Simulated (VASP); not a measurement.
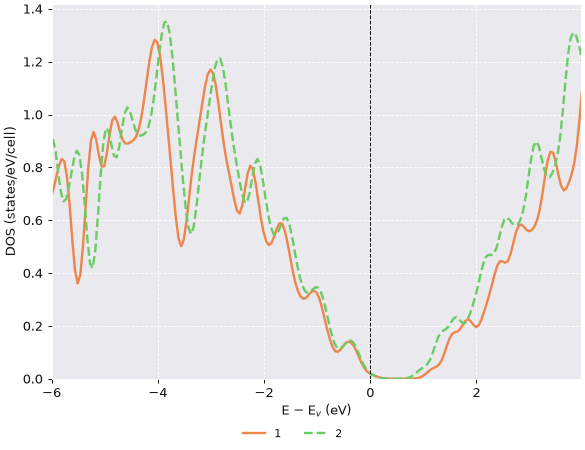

Total densities of states of BP, space group I-4m2, 2 atoms in the cell, zincblende type, biaxial (xy) strain −2.5%, by two methods on the same cell. The curves are built from the levels of the k mesh with Gaussians 0.3 eV wide, which also blur the band edges. Each is counted from its own valence-band top.

Question: Which curve is which? The methods: PBE (VASP), r2SCAN (VASP).

Answer: 1 is r2SCAN (VASP); 2 is PBE (VASP). r2SCAN (VASP) gives a gap of 1.17 eV and PBE (VASP) gives a gap of 0.97 eV.

Settings. r2SCAN (VASP): DFT, r2SCAN, plane waves, PAW, 10×10×10 k mesh, 520 eV cutoff, Gaussian smearing of 0.01 eV (VASP). PBE (VASP): DFT, PBE, plane waves, PAW, 10×10×10 k mesh, 520 eV cutoff, Fermi-Dirac smearing of 0.02 eV (VASP 6.6.1).
